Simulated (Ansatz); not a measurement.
```xyz
4
Lattice="1.5497 2.7627 0.0000 0.0000 0.0000 -5.2109 -3.2354 0.0785 0.0000" Properties=species:S:1:pos:R:3 pbc="T T T"
Zn   -0.0266    1.8672   -2.6074
Zn   -1.6591    0.9739   -0.0019
O    -1.6676    0.9716   -3.2340
O    -0.0180    1.8695   -0.6285
```

Space group P2₁; started from the measured structure prototype, which need not be the ambient phase; changed on purpose from its base cell (shear xy strain -4.8%).

These are results of Ansatz 0.2.0, DFT, HSE06, plane waves, PAW, not measurements.

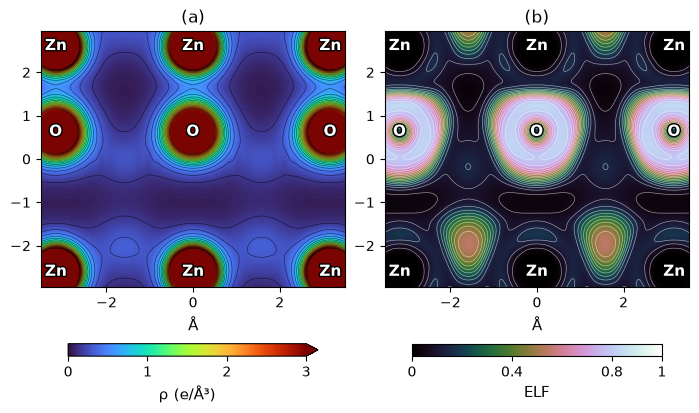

ZnO. (a) valence pseudo-density; (b) ELF on the (001) plane of the conventional cell.

Core electrons are frozen (PAW), and the valence fields are smoothed inside the atomic spheres.

Question: Describe what can be read from this map.

Answer:
- The section cuts through Zn and O sites.
- Zn–O (1.98 Å): ρ is about 0.6 e/Å³ halfway; the ELF peaks at about 0.85 in the valence shell of O, 0.6 Å from its nucleus, and is about 0.25 at the midpoint; no shared electron pair shows on this line.
- Between the atoms the lowest density in this plane is 0.04 e/Å³.
